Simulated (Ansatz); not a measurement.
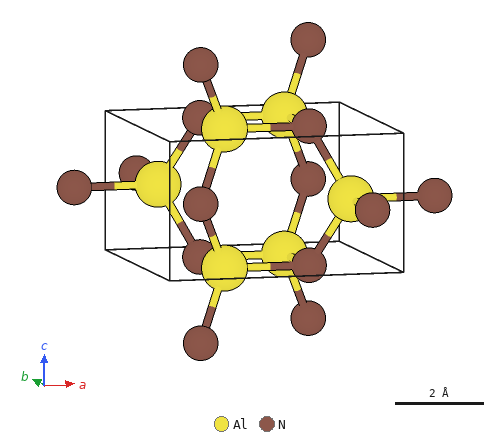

Shown here is a ball-and-stick view of the crystal, taken slightly off an axis. Thin lines show the conventional unit cell, with boundary atoms drawn in all their periodic places. A few atoms beyond the faces are included.

AlN, space group P4_2/mnm (No. 136), a = 5.52 Å, b = 5.52 Å, c = 3.20 Å, α = 90.00°, β = 90.00°, γ = 90.00°.

Theory: Ansatz, DFT PBE, scalar-relativistic, plane waves, PAW. Numerical settings: E_cut = 420 eV, a 4×4×8 mesh of k-points, Gaussian smearing of 0.02 eV, no spin polarisation.

**Classify it as metallic or gapped, with the value.**

An insulator at this level, with a gap of 3.10 eV on the k-mesh (the true edges may lie between mesh points, so the gap can be somewhat smaller).

The cell started as a structure type filled with these elements by a generator (whether the compound takes this form wasn't checked). It was relaxed at fixed volume with DFT PBE, scalar-relativistic, plane waves, PAW (Ansatz 0.2.0).

At this level of theory the cell isn't at rest (stretched, at -14 GPa), so its distances can differ from those at equilibrium, the more so the softer the solid.
